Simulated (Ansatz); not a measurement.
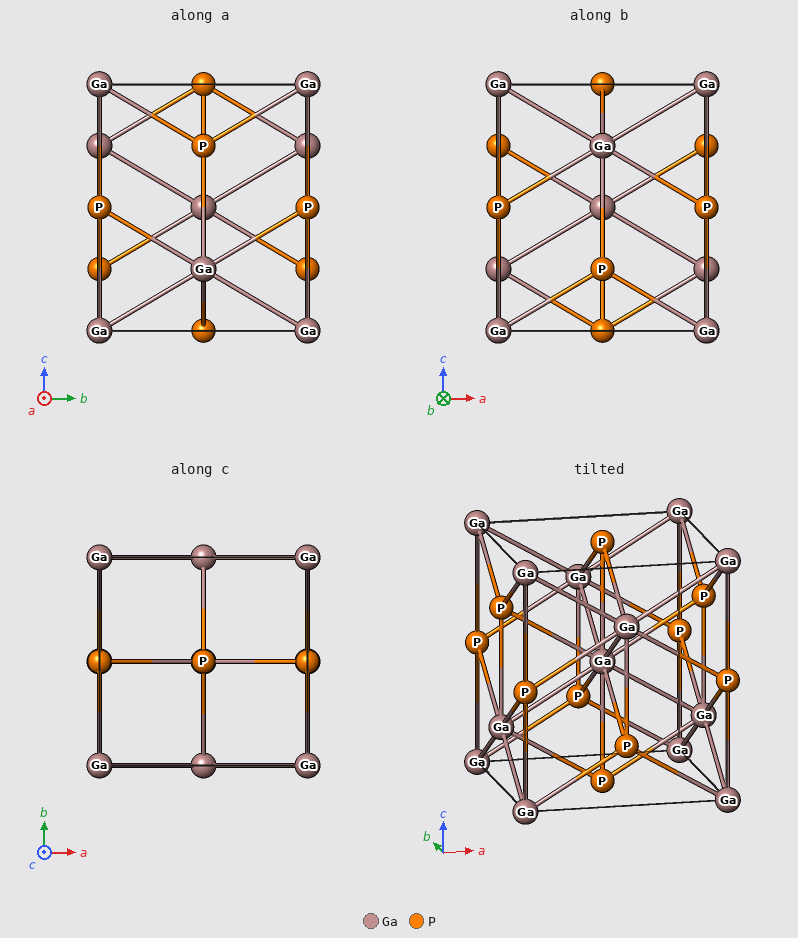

The crystal in a ball-and-stick representation, seen along the a axis, along the b axis, along the c axis and slightly off an axis. Lines trace the edges of the conventional unit cell.

Lattice parameters: a = 4.838 Å, b = 4.838 Å, c = 5.731 Å, α = 90.00°, β = 90.00°, γ = 90.00°. Put a along x and b in the xy plane.

Question: From the views, write a POSCAR file.

Answer:
```
Ga P
1.0
     4.838    0.000    0.000
     0.000    4.838    0.000
     0.000    0.000    5.731
Ga P
4 4
Direct
  0.0000 0.5000 0.2500
  0.0000 0.0000 0.0000
  0.5000 0.0000 0.7500
  0.5000 0.5000 0.5000
  0.0000 0.0000 0.5000
  0.5000 0.0000 0.2500
  0.5000 0.5000 0.0000
  0.0000 0.5000 0.7500
```

The initial geometry was a random cell made by a generator, so it need not be a real form of the compound. Earlier steps of the study may have refined or changed the cell and positions. It was set up as input for a calculation with Ansatz.
